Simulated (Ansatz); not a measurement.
The compound is MgO (space group Pm-3m, No. 221), taken as the input geometry of an electronic-structure calculation (not necessarily at equilibrium); the starting structure was generated, so it need not be a known form of this composition.

```cif
data_structure
_symmetry_space_group_name_H-M 'Pm-3m'
_symmetry_Int_Tables_number 221
_cell_length_a 2.6233
_cell_length_b 2.6233
_cell_length_c 2.6233
_cell_angle_alpha 90.000
_cell_angle_beta 90.000
_cell_angle_gamma 90.000
_cell_volume 18.05
loop_
_atom_site_label
_atom_site_type_symbol
_atom_site_symmetry_multiplicity
_atom_site_Wyckoff_symbol
_atom_site_fract_x
_atom_site_fract_y
_atom_site_fract_z
_atom_site_occupancy
Mg1 Mg 1 a 0.00000 0.00000 0.00000 1
O1 O 1 b 0.50000 0.50000 0.50000 1
```

Bonds are taken as Mg–O below 2.6 Å; no other contact counts. The graph is simplified in the usual way: terminal and isolated atoms are pruned, two-connected atoms become edges.

Derive the underlying net.

The result is a uninodal 8-connected, three-periodic net: Mg and O are 8-connected nodes. It is the bcu net, known from CsCl and the body-centred cubic metals. It is a single net, without interpenetration.

```json
{"node": "Mg and O", "links": "8", "point symbol": "4^24.6^4", "coordination sequence": "8 26 56 98"}
```

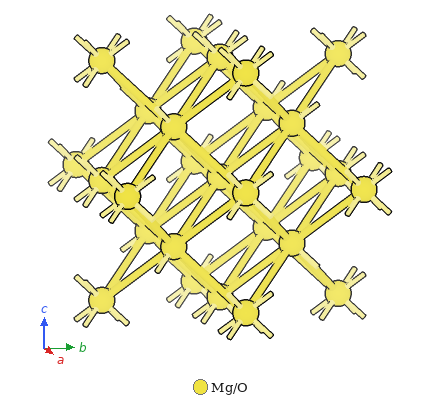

Nodes are coloured by topological kind. Short stubs are edges that leave the cut-out.
